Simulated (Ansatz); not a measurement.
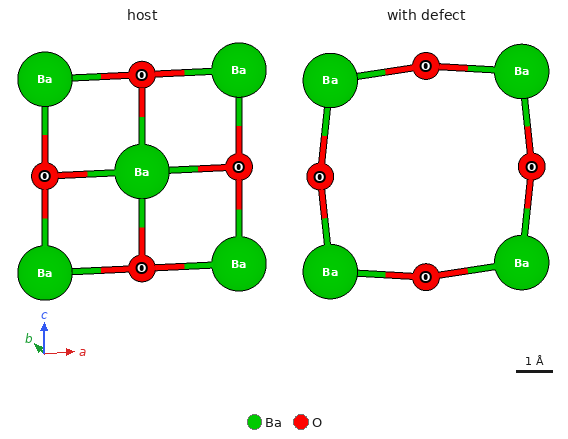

Left: perfect BaO. Right: the same region with one point defect, after relaxing the atoms in a supercell of 32 sites. The picture is a ball-and-stick view of the atoms within 4.6 Å of one point, in a slice 3.4 Å thick across the line of sight, seen slightly off an axis.

Theory: DFT PBE, scalar-relativistic, plane waves, PAW in Ansatz. Set-up: plane-wave cutoff 420 eV; k-point mesh 2 × 2 × 2; occupations gaussian; smearing width 0.01 eV; mesh shifted by (0.5, 0.5, 0.5); collinear spin. The cell is small and the k-mesh coarse, so the numbers are rough. The axes drawn are those of the host's conventional cell.

Q: Which defect is it?

A: A barium atom is taken out (a vacancy).

The charge state of the cell is 0.

Q: What does the relaxation do around it?

A: Around the empty Ba site the host had 6 O at 2.79 Å; after relaxation the nearest atoms are 6 O at 3.04 Å. Of the host's atoms, an oxygen atom moves furthest from its site, by 0.25 Å. The cell's net moment is 2.00 μB. Relaxing the atoms from the host's sites lowers the energy by 1.29 eV. At a tolerance of 0.02 Å the relaxed supercell has space group Im-3m.
